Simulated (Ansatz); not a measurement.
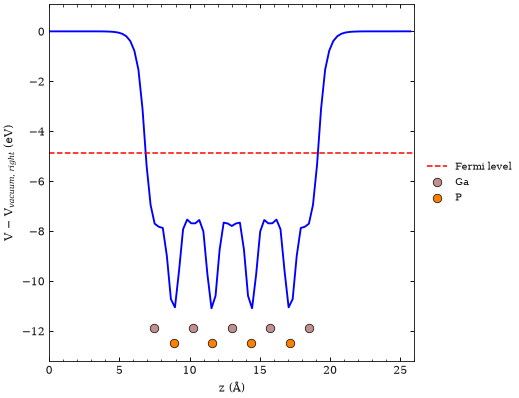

Plane-averaged electrostatic potential energy of an electron across the slab; circles at the bottom mark the heights of the atoms.

The Ansatz input:

```
crystal:
  lattice:
    - [3.892674889, 0.0, 0.0]
    - [0.0, 3.892674889, 0.0]
    - [0.0, 0.0, 26.0101472439]
  atoms:
    - { symbol: Ga, position: [0.5, 0.5, 0.288349002] }
    - { symbol: P, position: [0.5, 0.0, 0.3412617515] }
    - { symbol: Ga, position: [0.0, 0.0, 0.394174501] }
    - { symbol: P, position: [0.0, 0.5, 0.4470872505] }
    - { symbol: Ga, position: [0.5, 0.5, 0.5] }
    - { symbol: P, position: [0.5, 0.0, 0.5529127495] }
    - { symbol: Ga, position: [0.0, 0.0, 0.605825499] }
    - { symbol: P, position: [0.0, 0.5, 0.6587382485] }
    - { symbol: Ga, position: [0.5, 0.5, 0.711650998] }
basis:
  ecutwfc: 420
kpoints:
  mp_grid: { grid: [7, 7, 1] }
hamiltonian:
  xc: pbe
scf:
  occupations: { method: gaussian, width: 0.05 }
output:
  forces: true
  stress: true
  eigenvalues: true
  write_density: true
  write_potential: true
  elf: true
  volumetric_format: npy
efield:
  axis: 3
  dipole_correction: true
  ramp_width: 0.04
```

Run as:
```bash
ansatz run input.yaml --threads 1 --pin off --max-ram 2560MiB --backend cpu --events-out ev --progress --plain --runs-dir out
```

Q: What is the work function?

A: The work function is 4.86 eV, the same on both faces. The two vacuum levels agree, so the slab has no net dipole along its normal.

Q: How thick are slab and vacuum?

A: The outermost atoms are 11.0 Å apart, which leaves 15.0 Å of vacuum in a cell 26.0 Å high.

The atoms aren't at rest in this cell (largest force 0.7 eV/Å), so the relaxed material can differ.
